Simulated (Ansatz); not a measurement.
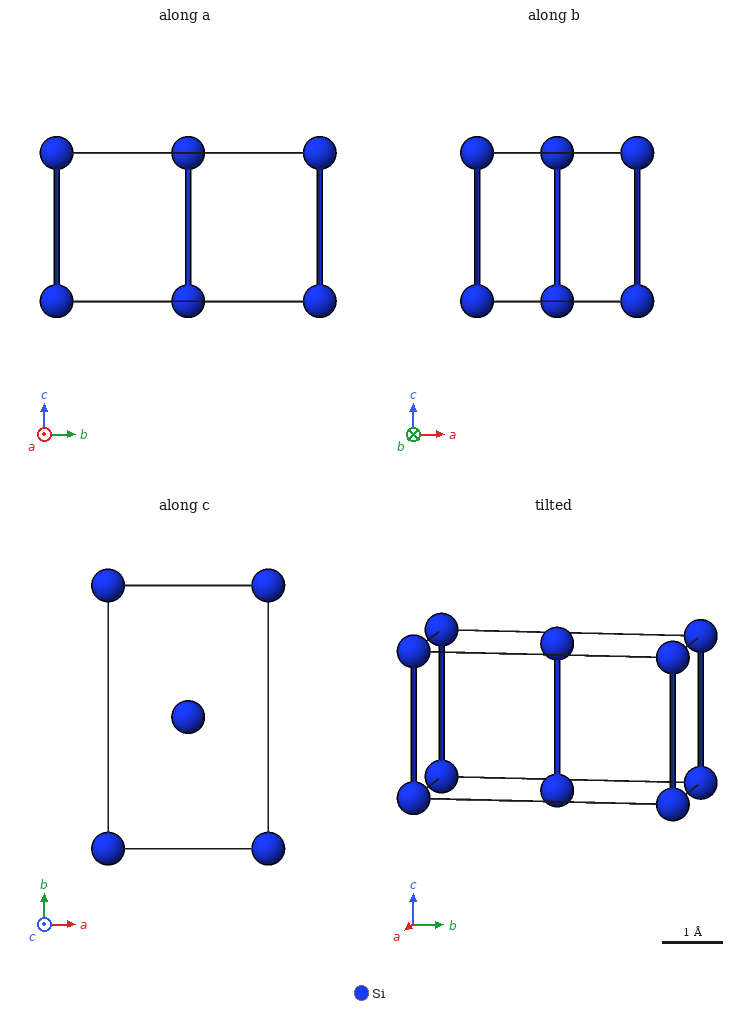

Shown here is a ball-and-stick view of the crystal, taken along the a axis, along the b axis, along the c axis and slightly off an axis. The conventional unit cell is outlined; an atom on or near a face, edge or corner is repeated at each equivalent position.

Lattice parameters: a = 2.706 Å, b = 4.445 Å, c = 2.504 Å, α = 90.00°, β = 90.00°, γ = 90.00°.

Question: Express the structure as a table of Wyckoff sites.

Answer: Space group Cmmm (No. 65).
```json
{"atom": "Si", "site": "2a", "x": "0.5000", "y": "0.5000", "z": "0.0000"}
```

The initial geometry was a random cell made by a generator, so it need not be a real form of the element. The structure drawn was relaxed with DFT PBE, scalar-relativistic, plane waves, PAW in Ansatz 0.2.0.
